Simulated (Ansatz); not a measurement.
SnO2 (space group R-3m, No. 166). Coordinates: the input geometry of an electronic-structure calculation (not necessarily at equilibrium).

```
Sn O
1.0
     3.23419    0.00000    0.00000
    -1.61709    2.80089    0.00000
     0.00000    0.00000   14.40178
Sn O
3 6
Direct
  0.66667 0.33333 0.83333
  0.33333 0.66667 0.16667
  0.00000 0.00000 0.50000
  0.33333 0.66667 0.90384
  0.00000 0.00000 0.76283
  0.00000 0.00000 0.23717
  0.66667 0.33333 0.09616
  0.66667 0.33333 0.57050
  0.33333 0.66667 0.42950
```

Describe the stacking along c, with columns A (0, 0), B (1/3, 2/3), C (2/3, 1/3) of the hexagonal mesh.

O(C) – Sn(B) – O(A) – O(B) – Sn(A) – O(C) – O(A) – Sn(C) – O(B) (nine layers in 14.40 Å).

O layers alone: CABCAB, the cubic close-packed type.

Sn: three octahedral sites (per hexagonal cell). Three of the six gaps between O layers are empty, 2.77 Å wide.

Polytype symbol 3R, the symbol of a layered MX2 polytype (number of slabs in the repeat and lattice).

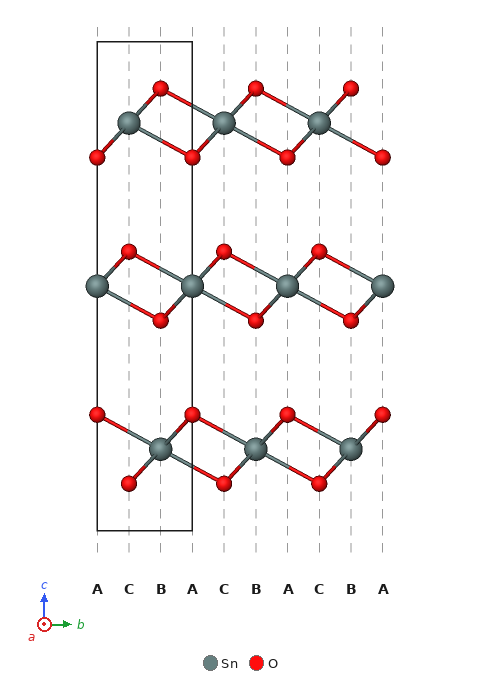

The picture looks along a close-packed row of the hexagonal mesh; c points upwards. The dashed lines mark the three columns A (0, 0), B (1/3, 2/3) and C (2/3, 1/3). The sequence starts with the first layer at or above the cell's origin.
